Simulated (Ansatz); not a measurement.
```
Al Ru
1.0
     5.21360    0.00000    0.00000
     0.00000    5.21360    0.00000
     0.00000    0.00000    5.21360
Al Ru
6 2
Direct
  0.50000 0.00000 0.00000
  0.00000 0.50000 0.50000
  0.00000 0.50000 0.00000
  0.50000 0.00000 0.50000
  0.00000 0.00000 0.50000
  0.50000 0.50000 0.00000
  0.00000 0.00000 0.00000
  0.50000 0.50000 0.50000
```

Space group Im-3m; a structure generated by program, which may or may not match a known phase; computed without spin polarisation.

Level of theory: DFT PBE, scalar-relativistic, plane waves, PAW (Ansatz).

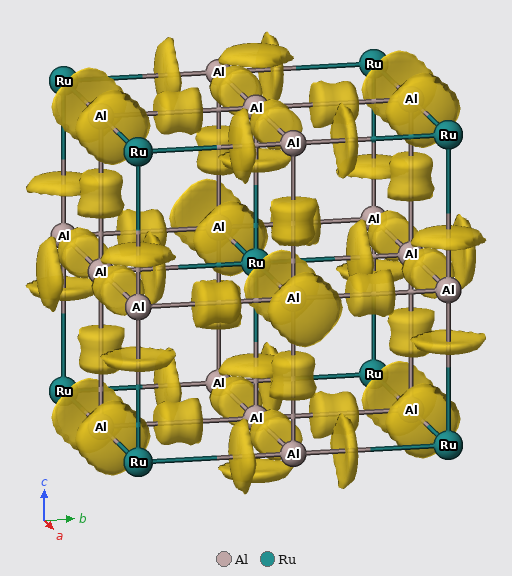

Al3Ru. Isosurface of the ELF at 0.65 (yellow), seen slightly off an axis. Only the valence region is drawn (cores and ρ < 0.01 e/Å³ removed). Sticks mark near contacts.

Describe the localisation domains.

The ELF exceeds this value in twelve regions between bonded Al–Al atoms and twelve lobes of the valence shell of Al pointing towards Ru (polar bonds), counted in one cell of 8 atoms. Regions shared between cells count once.

Values along the shortest contacts:
Al–Al (2.61 Å): the ELF peaks at about 0.70 between the atoms. Al–Ru (2.61 Å): the ELF is about 0.40 at the midpoint.
